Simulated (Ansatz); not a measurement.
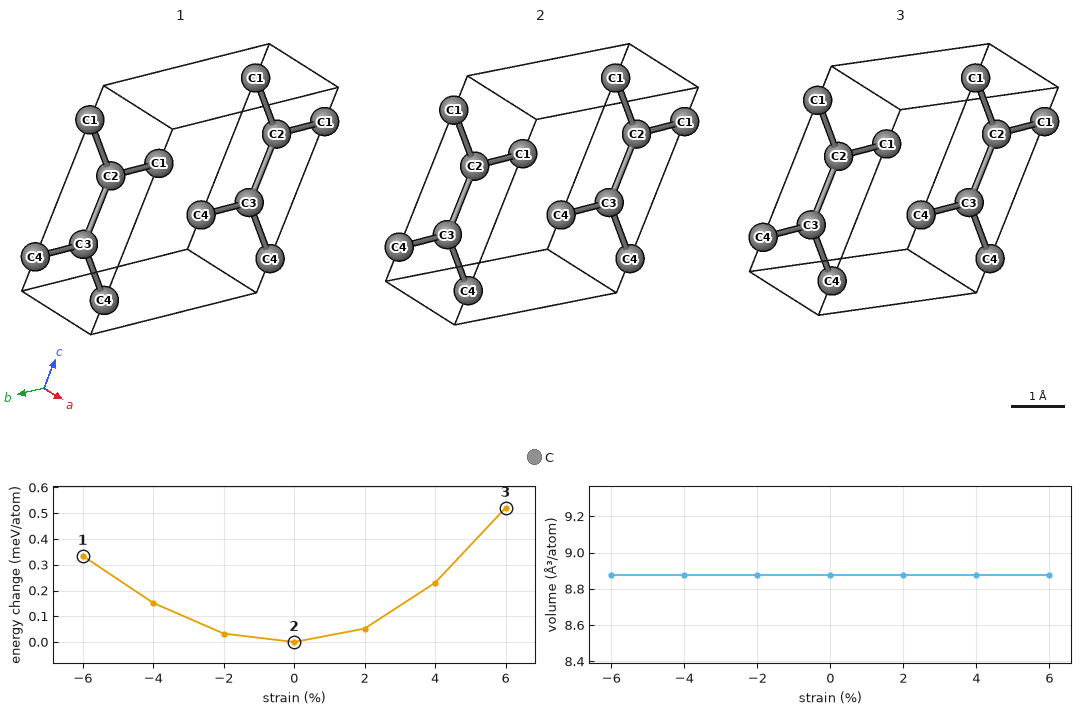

Members of a series of calculations on crystalline C (set up in C2/m), marked on the first curve. The picture is a ball-and-stick view of the reduced cell, seen from a free direction. Lengths and directions refer to the drawn axes.

Level of theory: Ansatz, DFT PBE+D3(BJ), scalar-relativistic, plane waves, PAW. Set-up: plane-wave cutoff 420 eV; k-point mesh 8 × 12 × 8; occupations gaussian; smearing width 0.02 eV; no spin polarisation.

### Which kind of strain is it, and how does the structure respond?

Shear of c along a, cell held, atoms relaxed. 1 (strain −6.0 %): energy change 0.3 meV/atom, volume 8.88 Å³ per atom. 2 (strain 0.0 %): energy change 0.0 meV/atom, volume 8.88 Å³ per atom. 3 (strain 6.0 %): energy change 0.5 meV/atom, volume 8.88 Å³ per atom. The rest compares 1 with 3. The drawn cell changes at constant volume: a unchanged at 2.465 Å, b 3.743 → 3.586 Å (−4.2 %), c unchanged at 4.269 Å, α 115.7° → 109.8°. 
